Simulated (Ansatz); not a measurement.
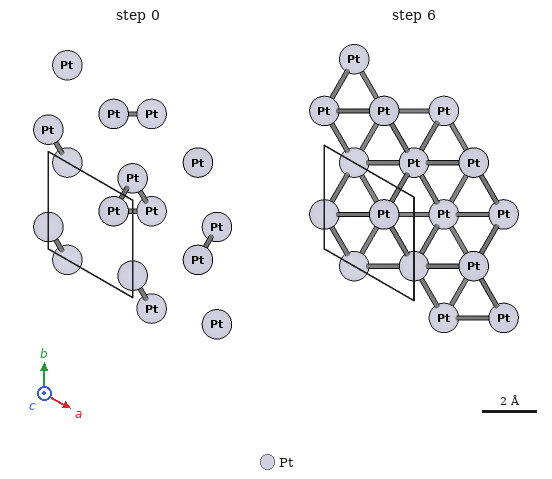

The structure of crystalline Pt (built on the trigonal selenium_152 type) (coarse preliminary run) before (left) and after (right) a relaxation, at one scale.

A ball-and-stick model of the cell of the calculation, repeated 2 × 2 × 1 with one cell outlined, seen along the c axis.

Case: trigonal selenium type (P3_121, No. 152).

Method: Ansatz, DFT PBEsol, scalar-relativistic, plane waves, PAW.

Input
```yaml
crystal:
  lattice:
    - [3.6656485145, 0.0, 0.0]
    - [-1.8328242573, 3.1745447349, 0.0]
    - [0.0, 0.0, 4.1588009468]
  atoms:
    - { symbol: Pt, position: [0.2254, 0.0, 0.3333333333] }
    - { symbol: Pt, position: [0.0, 0.2254, 0.6666666667] }
    - { symbol: Pt, position: [0.7746, 0.7746, 0.0] }
basis:
  ecutwfc: 420
kpoints:
  mp_grid: { grid: [6, 6, 4] }
hamiltonian:
  xc: pbesol
scf:
  occupations: { method: gaussian, width: 0.1 }
  lower_state_search: "off"
output:
  forces: true
  stress: true
  eigenvalues: true
relax:
  adjacent_minimum: "off"
  f_tol: 0.04
  max_steps: 70
  cell: { stress_tol: 0.4 }
```

**Describe what moved and what it gained.**

The largest moves relative to the cell, 0.42 Å, are those of Pt1, Pt2 and Pt3. Pt1 goes along +a. The volume changes by +5.7 %, with a = b 3.666 → 3.898 Å (+6.3 %), c 4.159 → 3.888 Å (−6.5 %). Some distances before and after: Pt1–Pt2 1.992 → 2.596 Å, Pt1–Pt2 (another image) 2.885 → 2.597 Å. Among the angles between lasting bonds that change: Pt2–Pt1–Pt3 103.1° → 82.7°. The space group (tolerance 0.01 Å) goes from P3_121 (No. 152) to R-3m (No. 166). Over 5 accepted moves (6 points after the start) the energy falls by 3585 meV per atom. Largest force component: 25 eV/Å at the start, 0.0053 eV/Å at the end. The pressure goes from 129.15 to −0.05 GPa. The SCF was repeated once at an unchanged geometry on a basis and grid sized afresh for the cell, which shifted the energy by 0.5 meV per atom at most. The run took about 30 core-seconds on a shared host.

Limits of the set-up: the k-point mesh is coarse for a cell with partly filled bands.
